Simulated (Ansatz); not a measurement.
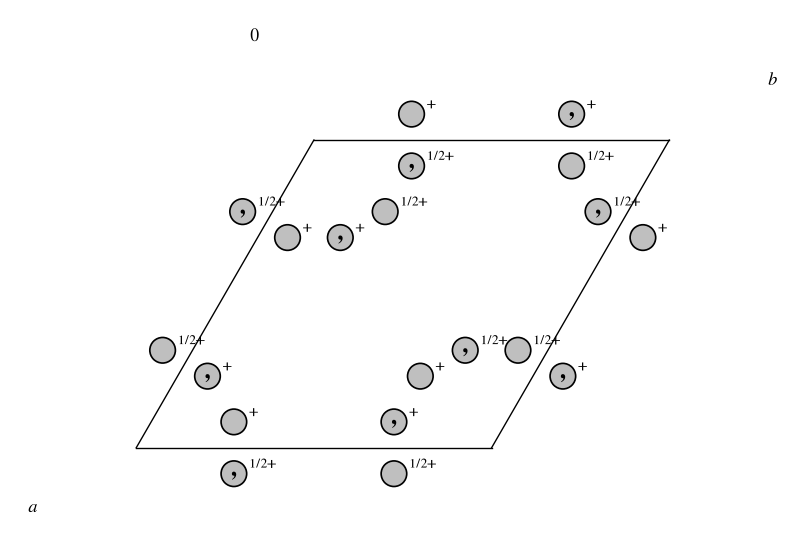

General positions of a space group, projected down c, computed from the operations of a computed or model structure of composition ZnO, which need not be its known form.

A circle is a general position, a comma marks the mirror image, + and − with a fraction give the height (along the projection axis: ½+ is ½ plus the coordinate, − is its negative), and a split circle stands for two positions above each other.

> Which space group is it?

P6₃mc, No. 186; primitive hexagonal, point group 6mm, 12 general positions a cell.

> Write the general positions (in any order).

x, y, z; x−y, x, z+1/2; −y, x−y, z; −x, −y, z+1/2; −x+y, −x, z; y, −x+y, z+1/2; y, x, z+1/2; x, x−y, z; x−y, −y, z+1/2; −y, −x, z; −x, −x+y, z+1/2; −x+y, y, z
